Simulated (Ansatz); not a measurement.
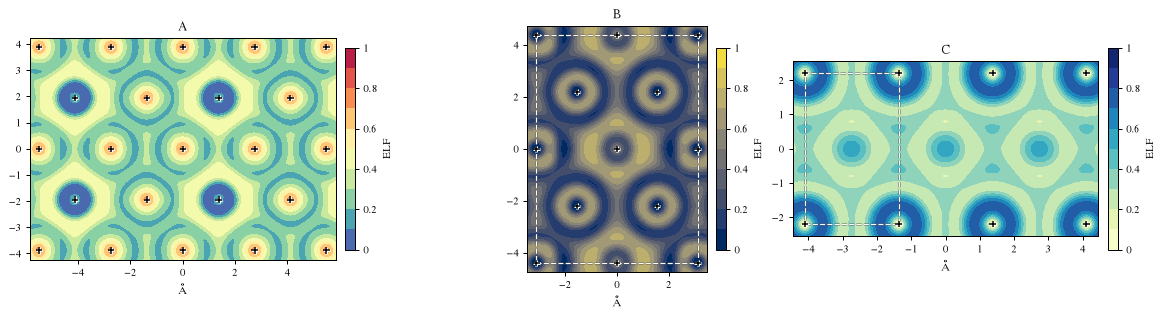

The electron localisation function of 3 systems, each on a plane through atoms (crosses mark nuclei in the plane).

Level of theory: Kohn-Sham DFT of a periodic cell, PBEsol, Ansatz PAW (Ansatz).

System 1: AlNi3, the (110) plane of the conventional cell. Space group Fm-3m; a structure from a database of computed crystals, not necessarily the ambient phase; computed pressure about 13 GPa in this cell; the program warned that a starting moment wasn't kept; spin-polarised, but the moments vanished.

System 2: Tc, the (100) plane of the conventional cell. Space group P6₃/mmc; computed pressure about −7 GPa in this cell.

System 3: Ti3Si, the (011) plane of the conventional cell. Space group Fm-3m; a structure from a database of computed crystals, not necessarily the ambient phase.

```yaml
crystal:
  lattice:
    - [6.20372, 0.00000, 0.00000]
    - [0.00000, 6.20372, 0.00000]
    - [0.00000, 0.00000, 6.20372]
  atoms:
    - { symbol: Ti, position: [0.00000, 0.00000, 0.00000] }
    - { symbol: Ti, position: [0.50000, 0.50000, 0.00000] }
    - { symbol: Ti, position: [0.50000, 0.00000, 0.50000] }
    - { symbol: Ti, position: [0.00000, 0.50000, 0.50000] }
    - { symbol: Ti, position: [0.25000, 0.25000, 0.25000] }
    - { symbol: Ti, position: [0.75000, 0.75000, 0.25000] }
    - { symbol: Ti, position: [0.75000, 0.25000, 0.75000] }
    - { symbol: Ti, position: [0.25000, 0.75000, 0.75000] }
    - { symbol: Ti, position: [0.75000, 0.25000, 0.25000] }
    - { symbol: Ti, position: [0.25000, 0.75000, 0.25000] }
    - { symbol: Ti, position: [0.25000, 0.25000, 0.75000] }
    - { symbol: Ti, position: [0.75000, 0.75000, 0.75000] }
    - { symbol: Si, position: [0.50000, 0.00000, 0.00000] }
    - { symbol: Si, position: [0.00000, 0.50000, 0.00000] }
    - { symbol: Si, position: [0.00000, 0.00000, 0.50000] }
    - { symbol: Si, position: [0.50000, 0.50000, 0.50000] }
```

> Match each panel to its system.

Panel A is system 1, AlNi3: the plane holds Ni and Al. Ni–Ni (2.38 Å): the ELF is about 0.25 at the midpoint; no localised pair shows between them. Panel B is system 3, Ti3Si: the plane holds Ti and Si. Ti–Ti (2.69 Å): the ELF is about 0.20 at the midpoint; no localised pair shows between them. Panel C is system 2, Tc: the plane holds Tc.
